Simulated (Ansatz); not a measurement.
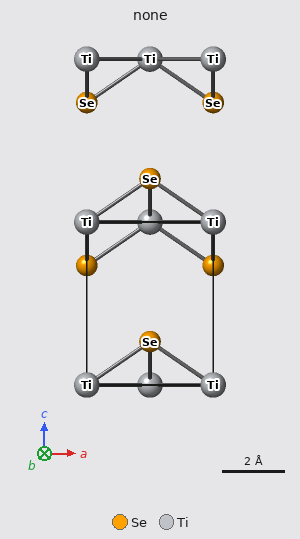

A crystal of TiSe (set up in P4/nmm), relaxed (cell and atoms) with several dispersion corrections. The picture shows the result with none. A ball-and-stick model of the cell of the calculation, repeated 1 × 1 × 2 with one cell outlined, seen along the b axis.

Computed with Ansatz 0.2.0: PBEsol, Ansatz PAW. Settings: plane-wave cutoff 420 eV; k-point mesh 7 × 7 × 5; occupations fermi-dirac; smearing width 0.05 eV; no spin polarisation; cell and atoms relaxed; force threshold 0.01 eV/Å.

| dispersion correction | volume (Å³/atom) | a (Å) | c (Å) |
| --- | --- | --- | --- |
| none | 22.649 | 4.127 | 5.319 |
| D3(BJ) | 19.724 | 4.093 | 4.709 |
| D4 | ? | ? | ? |
| D3(BJ)-ATM | 19.965 | 4.097 | 4.758 |

Fill in the missing row.

With D4 the volume falls between D3(BJ)-ATM (19.965) and none (22.649). The calculation gives 21.248 Å³/atom (a = 4.116 Å, c = 5.017 Å). In order of volume: D3(BJ) < D3(BJ)-ATM < D4 < none; the spread is 14.8 %.

Each member starts from this one structure; whether another phase lies lower wasn't checked.

Limits of the set-up: layers or molecules are held without a dispersion correction, so their spacing is unreliable.
